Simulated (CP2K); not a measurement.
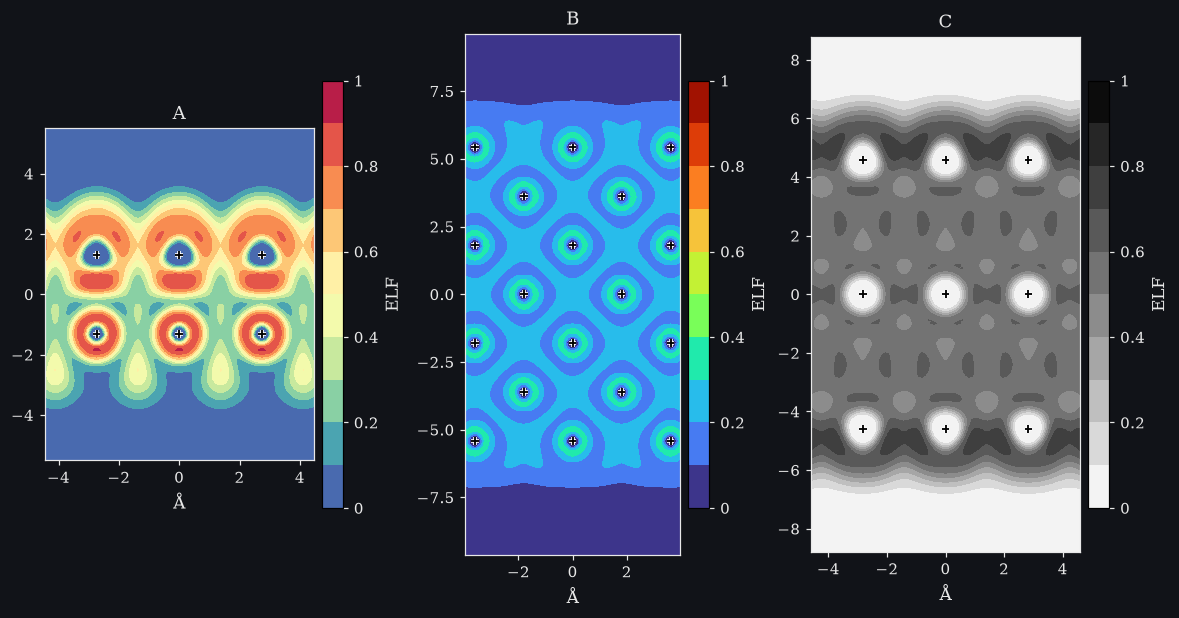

The ELF of 3 systems, each on a plane through atoms (crosses mark nuclei in the plane).

The calculation used Kohn-Sham DFT of a periodic cell, PBE, GTH-PBE with UZH-TZVP basis in CP2K 2026.2.

System 1: Al (slab), the (100) plane of the calculation cell, a cut from vacuum to vacuum. 

```
Al
1.0
     2.82708    0.00000    0.00000
    -1.41354    2.44832    0.00000
     0.00000    0.00000   24.18599
Al
5
Cartesian
  0.0000 0.0000 7.5001
  0.0000 1.6322 9.7965
  0.0000 0.0000 12.0930
  1.4136 0.8161 14.3895
  0.0000 0.0000 16.6859
```

System 2: TaSi, the (11̄0) plane of the calculation cell, a cut from vacuum to vacuum. 

```cif
data_structure
_symmetry_space_group_name_H-M 'P 1'
_symmetry_Int_Tables_number 1
_cell_length_a 2.7386
_cell_length_b 2.7386
_cell_length_c 29.0170
_cell_angle_alpha 90.000
_cell_angle_beta 90.000
_cell_angle_gamma 120.000
_cell_volume 188.47
loop_
_atom_site_label
_atom_site_type_symbol
_atom_site_fract_x
_atom_site_fract_y
_atom_site_fract_z
_atom_site_occupancy
Ta1 Ta 0.00000 0.00000 0.23066 1
Si1 Si 0.00000 0.00000 0.32074 1
```

System 3: Cu (slab), the (11̄0) plane of the calculation cell, a cut from vacuum to vacuum. 

```
Cu
1.0
     2.55619    0.00000    0.00000
     0.00000    2.55619    0.00000
     0.00000    0.00000   25.84500
Cu
7
Cartesian
  1.2781 1.2781 7.5000
  0.0000 0.0000 9.3076
  1.2781 1.2781 11.1149
  0.0000 0.0000 12.9225
  1.2781 1.2781 14.7301
  0.0000 0.0000 16.5374
  1.2781 1.2781 18.3450
```

Which map belongs to which system?

Answer. Panel A is system 2, TaSi: the plane holds Ta and Si. Ta–Si (2.61 Å): the ELF peaks at about 0.90 in the valence shell of Si, 0.9 Å from its nucleus, and is about 0.55 at the midpoint. Panel B is system 3, Cu: the plane holds Cu. Cu–Cu (2.56 Å): the ELF is about 0.25 at the midpoint; no shared electron pair shows on this line. Panel C is system 1, Al: the plane holds Al. Al–Al (2.83 Å): the ELF peaks at about 0.70 between the atoms.
